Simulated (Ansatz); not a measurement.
Run report: C, geometry relaxation (part 2 of 2)

C (Immm, 1 atom in the cell); DFT PBE, scalar-relativistic, plane waves, PAW, no spin polarisation (Ansatz 0.2.0); cutoff 420 eV, 12×12×12 k-mesh, Gaussian smearing of 0.1 eV. The structure was made by a generator, so it may or may not be a known phase.

Geometry of the input (Å; fractional positions):
```
-1.0127  1.0211  1.2929
1.0127  -1.0211  1.2929
1.0127  1.0211  -1.2929
C  0.0000  0.5000  0.5000
```

Output, continued
```
SCF iter   1: F=—  HF=-246.560415 eV  |F-HF|=—  |Δ(HF+E_count)|=         —  Δρ=1.26e-4  dr2=3.85e-7  ethr=1.07e-8  ⟨swp⟩=2.1  Hψ=15426  notcnv=0
preconditioner: auto → none  [metal: Δε(μ)=0.095 eV  Ē_g=21.820 eV  σ=0.100 eV  W_gap=0.48  n_scr=0 (ndim 8)  ℏωp=28.9 eV  f_vac=0.000  D(μ)=0.26/eV (n_scr^D=0)]
SCF iter   2: F=-246.560415 eV  HF=-246.560415 eV  |F-HF|=4.59e-8  |Δ(HF+E_count)|=   9.68e-8  Δρ=6.12e-5  dr2=8.36e-8  ethr=2.50e-9  ⟨swp⟩=2.3  Hψ=4847  notcnv=0
SCF 9 converged in 2 iterations: F = -246.560415 eV  dr2 = 8.36e-8
relax step   9: F+E_penalty+E_count = -246.56041492 eV  Δ(F+E_penalty+E_count) = -5.722e-5 eV  max|allowed force component| = 0.000e0 eV/Å  Δτ_max = 0.0000 Å  P = +0.192 GPa  Ω = 6.599 Å³  energy of the carried Pulay correction = -3.187e-3 eV  (2 SCF iters, dr2 threshold 1.00e-7 eV, accepted)
Initial wavefunctions: pseudopotential atomic-orbital guess (no wavefunctions were taken with the density)
iter 1 solved again at ethr=3.65e-6 eV; its pass at ethr=3.10e-3 eV (dr2=1.46e-4 eV) is discarded
SCF iter   1: F=—  HF=-246.587131 eV  |F-HF|=—  |Δ(HF+E_count)|=         —  Δρ=2.96e-3  dr2=1.03e-4  ethr=3.65e-6  ⟨swp⟩=1.4  Hψ=16740  notcnv=0
preconditioner: auto → none  [metal: Δε(μ)=0.090 eV  Ē_g=21.798 eV  σ=0.100 eV  W_gap=0.45  n_scr=0 (ndim 8)  ℏωp=28.9 eV  f_vac=0.000  D(μ)=0.26/eV (n_scr^D=0)]
SCF iter   2: F=—  HF=-246.587272 eV  |F-HF|=—  |Δ(HF+E_count)|=   1.40e-4  Δρ=1.44e-3  dr2=1.98e-5  ethr=2.56e-6  ⟨swp⟩=2.0  Hψ=2201  notcnv=0
SCF iter   3: F=—  HF=-246.587329 eV  |F-HF|=—  |Δ(HF+E_count)|=   5.75e-5  Δρ=1.49e-4  dr2=2.52e-7  ethr=4.95e-7  ⟨swp⟩=2.1  Hψ=2215  notcnv=0
SCF iter   4: F=—  HF=-246.587329 eV  |F-HF|=—  |Δ(HF+E_count)|=   1.70e-7  Δρ=2.83e-6  dr2=6.79e-11  ethr=1.60e-11  ⟨swp⟩=3.0  Hψ=5822  notcnv=0
SCF iter   5: F=-246.587329 eV  HF=-246.587329 eV  |F-HF|=1.42e-12  |Δ(HF+E_count)|=  1.21e-10  Δρ=3.06e-7  dr2=8.97e-13  ethr=1.70e-12  ⟨swp⟩=1.0  Hψ=4746  notcnv=0
SCF 10 converged in 5 iterations: F = -246.587329 eV  dr2 = 8.97e-13
relax step  10: F+E_penalty+E_count = -246.58732936 eV  Δ(F+E_penalty+E_count) = -2.691e-2 eV  max|allowed force component| = 0.000e0 eV/Å  Δτ_max = 0.0000 Å  P = +3.908 GPa  Ω = 6.599 Å³  stress off target by 6.31e0 GPa  SCF on the basis re-selected at this cell (its energy is not comparable with the rows above)  (5 SCF iters)
basis re-selected at this cell: Δ(F+E_penalty+E_count) = -2.691e-2 eV, ΔP = +3.716 GPa vs the last step (what re-selecting the basis moved, of the pressure what is left beyond the Pulay correction that the steps carried, after the strain that the cell walked since its last selection, with what the two solves' SCF thresholds leave and, on support functions, any second-order correction that the steps lacked; it is no measure of the basis error at this ecutwfc). This SCF's stress stands 6.31e0 GPa from its target on what of the cell is left free (relax.cell.stress_tol is 4.00e-1 GPa) and its largest allowed force component is 0.00e0 eV/Å (relax.f_tol is 4.00e-2 eV/Å): not within both, so this SCF does not close the relaxation
Crystal: 1 atoms, lattice volume = 6.799 Å³
Basis set: ecut = 420 eV, 139 PW (Γ), exchange–correlation on 30×30×30 points (8 copies of the dense FFT grid, shifted against one another)
iter 1 solved again at ethr=3.22e-6 eV; its pass at ethr=3.10e-3 eV (dr2=1.29e-4 eV) is discarded
SCF iter   1: F=—  HF=-246.588049 eV  |F-HF|=—  |Δ(HF+E_count)|=         —  Δρ=1.82e-3  dr2=1.26e-4  ethr=3.22e-6  ⟨swp⟩=1.2  Hψ=15922  notcnv=0
preconditioner: auto → none  [metal: Δε(μ)=0.078 eV  Ē_g=21.409 eV  σ=0.100 eV  W_gap=0.42  n_scr=0 (ndim 8)  ℏωp=28.5 eV  f_vac=0.000  D(μ)=0.30/eV (n_scr^D=0)]
SCF iter   2: F=—  HF=-246.588046 eV  |F-HF|=—  |Δ(HF+E_count)|=   3.31e-6  Δρ=7.68e-4  dr2=2.07e-5  ethr=3.15e-6  ⟨swp⟩=1.0  Hψ=1706  notcnv=0
SCF iter   3: F=—  HF=-246.588050 eV  |F-HF|=—  |Δ(HF+E_count)|=   4.62e-6  Δρ=7.39e-5  dr2=1.12e-7  ethr=5.16e-7  ⟨swp⟩=2.0  Hψ=2221  notcnv=0
SCF iter   4: F=-246.588050 eV  HF=-246.588050 eV  |F-HF|=4.47e-11  |Δ(HF+E_count)|=   1.69e-7  Δρ=1.21e-6  dr2=3.22e-11  ethr=2.50e-9  ⟨swp⟩=4.0  Hψ=8047  notcnv=0
SCF 11 converged in 4 iterations: F = -246.588050 eV  dr2 = 3.22e-11
  greatest PAW one-centre occupation: 0.735 electrons in one spin orbital (limit 2), on the C atom at site 0 (counted from 0), in its partial waves of l = 0
relax step  11: F+E_penalty+E_count = -246.58805030 eV  Δ(F+E_penalty+E_count) = -7.209e-4 eV  max|allowed force component| = 0.000e0 eV/Å  Δτ_max = 0.0000 Å  P = -1.935 GPa  Ω = 6.799 Å³  energy of the carried Pulay correction = -7.688e-4 eV  (4 SCF iters, dr2 threshold 1.00e-7 eV, accepted)
Crystal: 1 atoms, lattice volume = 6.729 Å³
iter 1 solved again at ethr=3.81e-7 eV; its pass at ethr=3.10e-3 eV (dr2=1.52e-5 eV) is discarded
SCF iter   1: F=—  HF=-246.588774 eV  |F-HF|=—  |Δ(HF+E_count)|=         —  Δρ=6.26e-4  dr2=1.50e-5  ethr=3.81e-7  ⟨swp⟩=1.8  Hψ=15190  notcnv=0
preconditioner: auto → none  [metal: Δε(μ)=0.067 eV  Ē_g=21.542 eV  σ=0.100 eV  W_gap=0.37  n_scr=0 (ndim 8)  ℏωp=28.6 eV  f_vac=0.000  D(μ)=0.31/eV (n_scr^D=0)]
SCF iter   2: F=—  HF=-246.588774 eV  |F-HF|=—  |Δ(HF+E_count)|=   8.08e-7  Δρ=2.62e-4  dr2=2.44e-6  ethr=3.76e-7  ⟨swp⟩=1.1  Hψ=1717  notcnv=0
SCF iter   3: F=-246.588774 eV  HF=-246.588774 eV  |F-HF|=2.09e-8  |Δ(HF+E_count)|=   6.89e-7  Δρ=2.59e-5  dr2=1.37e-8  ethr=2.50e-9  ⟨swp⟩=2.0  Hψ=5304  notcnv=0
SCF 12 converged in 3 iterations: F = -246.588774 eV  dr2 = 1.37e-8
  greatest PAW one-centre occupation: 0.734 electrons in one spin orbital (limit 2), on the C atom at site 0 (counted from 0), in its partial waves of l = 0
relax step  12: F+E_penalty+E_count = -246.58877434 eV  Δ(F+E_penalty+E_count) = -7.240e-4 eV  max|allowed force component| = 0.000e0 eV/Å  Δτ_max = 0.0000 Å  P = +0.020 GPa  Ω = 6.729 Å³  energy of the carried Pulay correction = -4.805e-4 eV  (3 SCF iters, dr2 threshold 1.00e-7 eV, accepted)
iter 1 solved again at ethr=4.27e-7 eV; its pass at ethr=3.10e-3 eV (dr2=1.71e-5 eV) is discarded
SCF iter   1: F=—  HF=-246.589302 eV  |F-HF|=—  |Δ(HF+E_count)|=         —  Δρ=1.09e-4  dr2=1.17e-7  ethr=4.27e-7  ⟨swp⟩=2.1  Hψ=17309  notcnv=0
preconditioner: auto → none  [metal: Δε(μ)=0.068 eV  Ē_g=21.542 eV  σ=0.100 eV  W_gap=0.37  n_scr=0 (ndim 8)  ℏωp=28.6 eV  f_vac=0.000  D(μ)=0.31/eV (n_scr^D=0)]
SCF iter   2: F=—  HF=-246.589301 eV  |F-HF|=—  |Δ(HF+E_count)|=   4.93e-7  Δρ=5.49e-5  dr2=2.64e-8  ethr=2.92e-9  ⟨swp⟩=2.0  Hψ=2215  notcnv=0
SCF iter   3: F=-246.589302 eV  HF=-246.589302 eV  |F-HF|=4.44e-10  |Δ(HF+E_count)|=   9.95e-8  Δρ=3.80e-6  dr2=1.77e-10  ethr=1.60e-11  ⟨swp⟩=2.0  Hψ=5305  notcnv=0
SCF 13 converged in 3 iterations: F = -246.589302 eV  dr2 = 1.77e-10
relax step  13: F+E_penalty+E_count = -246.58930155 eV  Δ(F+E_penalty+E_count) = -5.272e-4 eV  max|allowed force component| = 0.000e0 eV/Å  Δτ_max = 0.0000 Å  P = +0.034 GPa  Ω = 6.729 Å³  stress off target by 5.11e-2 GPa  SCF on the basis re-selected at this cell (its energy is not comparable with the rows above)  (3 SCF iters)
```

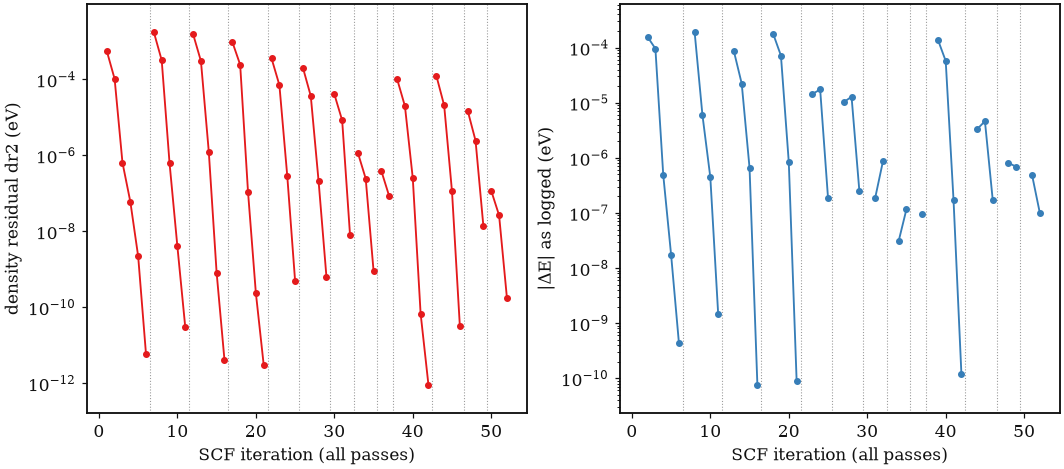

Figure 1. Convergence of the self-consistent field: density residual dr2 and size of the energy change against the SCF iteration. The dotted lines part the SCF passes of the relaxation: geometry steps, rejected trials and re-solves on a re-selected basis. The 13 passes take 2 to 6 iterations each, 52 in all.

```
basis re-selected at this cell: Δ(F+E_penalty+E_count) = -5.272e-4 eV, ΔP = +0.014 GPa vs the last step (what re-selecting the basis moved, of the pressure what is left beyond the Pulay correction that the steps carried, after the strain that the cell walked since its last selection, with what the two solves' SCF thresholds leave and, on support functions, any second-order correction that the steps lacked; it is no measure of the basis error at this ecutwfc). This SCF's stress stands 5.11e-2 GPa from its target on what of the cell is left free (relax.cell.stress_tol is 4.00e-1 GPa) and its largest allowed force component is 0.00e0 eV/Å (relax.f_tol is 4.00e-2 eV/Å): within both
SCF converged after 3 iterations
Free energy (F): -246.589302 eV
Harris-Foulkes:  -246.589302 eV  (|F-HF|=4.44e-10)
Internal energy: -246.587742 eV  (E = F + TS)
E sigma→0 (E₀):  -246.588522 eV
Entropy (-TS):   -0.001559 eV (-1.559 meV/atom)
Fermi energy:    11.342893 eV
--- Per-component energies (eV) ---
  E_band       = 16.605338
  E_kinetic    = 79.265300
  E_local      = -38.993056  (includes V_loc(G=0)·N_el)
  E_nonlocal   = 28.314845
  E_hartree    = 4.915065
  E_xc         = -46.495458
  E_vxc        = -57.532317  (∫ρ·V_xc dr)
  E_paw        = -97.351833  (= ΣΔE_a)
  E_vpaw       = -4.279579  (= ΣTr[D̂ρ^β])
  E_aug_tail   = 0.000002  (compensation charges beyond the density's cutoff)
  E_ewald      = -176.242609
  E_smearing   = -0.001559  (= −TS)
  E_closure    = 0.000000  (closes the sum)
  Σ components = -246.589302   (vs F -246.589302, Δ=0.00e0)
--- Forces (eV/Å), atoms counted from 1 ---
  atom   1  C      0.00000000    -0.00000000     0.00000000
  max |Σ_I F_I| component: 7.40e-31 eV/Å
--- Stress (GPa, compression-positive) ---
        0.039870      -0.000000      -0.000000
       -0.000000       0.051148       0.000000
       -0.000000       0.000000       0.010366
  P = ⅓ Tr σ = 0.0338 GPa (0.338 kbar)
--- Band table (eV; the first three rows and the last of 280) ---
  k-point 0: bands = ["-8.0894", "20.3961", "20.3962", "20.4786", "43.8956", "44.8242"]
  k-point 1: bands = ["-7.7778", "19.6986", "19.9725", "20.3410", "42.2930", "42.3933"]
  k-point 2: bands = ["-6.8448", "17.5502", "18.9294", "20.0675", "38.2416", "39.5497"]
  k-point 279: bands = ["9.6823", "9.6832", "10.3142", "11.8903", "23.1803", "23.6907"]
--- Relaxed structure (11 steps of the walk, 11 accepted, 2 SCFs on fresh bases) ---
  F+E_penalty+E_count = -246.58930155 eV   max|allowed force component| = 0.000e0 eV/Å   (the final SCF, on the basis selected at the relaxed cell)
  cell:  # Å, volume = 6.7295 Å³
    - [-1.197288500944094, 1.173576512524674, 1.1973238067743521]
    - [1.197288500944094, -1.173576512524674, 1.1973238067743521]
    - [1.197288500944094, 1.173576512524674, -1.1973238067743521]
  atoms:
    - { symbol: C, position: [0.0, 0.5, 0.5] }
```

Trajectory as extended XYZ (Å, eV, eV/Å), 13 frames, from step=1 to step=13
```
1
Lattice="-1.0127 1.0211 1.2929 1.0127 -1.0211 1.2929 1.0127 1.0211 -1.2929" Properties=species:S:1:pos:R:3:forces:R:3 step=1 energy=-246.07218 pressure_GPa=77.02
C     1.0127    0.0000    0.0000    0.0000   0.0000   0.0000
1
Lattice="-1.0580 1.0708 1.2779 1.0580 -1.0708 1.2779 1.0580 1.0708 -1.2779" Properties=species:S:1:pos:R:3:forces:R:3 step=2 energy=-246.33051 pressure_GPa=40.93
C     1.0580    0.0000    0.0000    0.0000   0.0000   0.0000
1
Lattice="-1.1077 1.1038 1.2617 1.1077 -1.1038 1.2617 1.1077 1.1038 -1.2617" Properties=species:S:1:pos:R:3:forces:R:3 step=3 energy=-246.46076 pressure_GPa=17.38
C     1.1077    0.0000    0.0000    0.0000   0.0000   0.0000
1
Lattice="-1.1520 1.1331 1.1970 1.1520 -1.1331 1.1970 1.1520 1.1331 -1.1970" Properties=species:S:1:pos:R:3:forces:R:3 step=4 energy=-246.53864 pressure_GPa=13.32
C     1.1520    0.0000    0.0000    0.0000   0.0000   0.0000
1
Lattice="-1.1833 1.1409 1.1930 1.1833 -1.1409 1.1930 1.1833 1.1409 -1.1930" Properties=species:S:1:pos:R:3:forces:R:3 step=5 energy=-246.55567 pressure_GPa=5.75
C     1.1833    0.0000    0.0000    0.0000   0.0000   0.0000
1
Lattice="-1.1992 1.1702 1.1833 1.1992 -1.1702 1.1833 1.1992 1.1702 -1.1833" Properties=species:S:1:pos:R:3:forces:R:3 step=6 energy=-246.55620 pressure_GPa=-1.35
C     1.1992    0.0000    0.0000    0.0000   0.0000   0.0000
1
Lattice="-1.1868 1.1682 1.1945 1.1868 -1.1682 1.1945 1.1868 1.1682 -1.1945" Properties=species:S:1:pos:R:3:forces:R:3 step=7 energy=-246.56014 pressure_GPa=-0.61
C     1.1868    0.0000    0.0000    0.0000   0.0000   0.0000
1
Lattice="-1.1874 1.1652 1.1940 1.1874 -1.1652 1.1940 1.1874 1.1652 -1.1940" Properties=species:S:1:pos:R:3:forces:R:3 step=8 energy=-246.56036 pressure_GPa=-0.10
C     1.1874    0.0000    0.0000    0.0000   0.0000   0.0000
1
Lattice="-1.1878 1.1632 1.1941 1.1878 -1.1632 1.1941 1.1878 1.1632 -1.1941" Properties=species:S:1:pos:R:3:forces:R:3 step=9 energy=-246.56042 pressure_GPa=0.19
C     1.1878    0.0000    0.0000    0.0000   0.0000   0.0000
1
Lattice="-1.1878 1.1632 1.1941 1.1878 -1.1632 1.1941 1.1878 1.1632 -1.1941" Properties=species:S:1:pos:R:3:forces:R:3 step=10 energy=-246.58733 pressure_GPa=3.91
C     1.1878    0.0000    0.0000    0.0000   0.0000   0.0000
1
Lattice="-1.2021 1.1765 1.2019 1.2021 -1.1765 1.2019 1.2021 1.1765 -1.2019" Properties=species:S:1:pos:R:3:forces:R:3 step=11 energy=-246.58805 pressure_GPa=-1.93
C     1.2021    0.0000    0.0000    0.0000   0.0000   0.0000
1
Lattice="-1.1973 1.1736 1.1973 1.1973 -1.1736 1.1973 1.1973 1.1736 -1.1973" Properties=species:S:1:pos:R:3:forces:R:3 step=12 energy=-246.58877 pressure_GPa=0.02
C     1.1973    0.0000    0.0000    0.0000   0.0000   0.0000
1
Lattice="-1.1973 1.1736 1.1973 1.1973 -1.1736 1.1973 1.1973 1.1736 -1.1973" Properties=species:S:1:pos:R:3:forces:R:3 step=13 energy=-246.58930 pressure_GPa=0.03
C     1.1973    0.0000    0.0000    0.0000   0.0000   0.0000
```
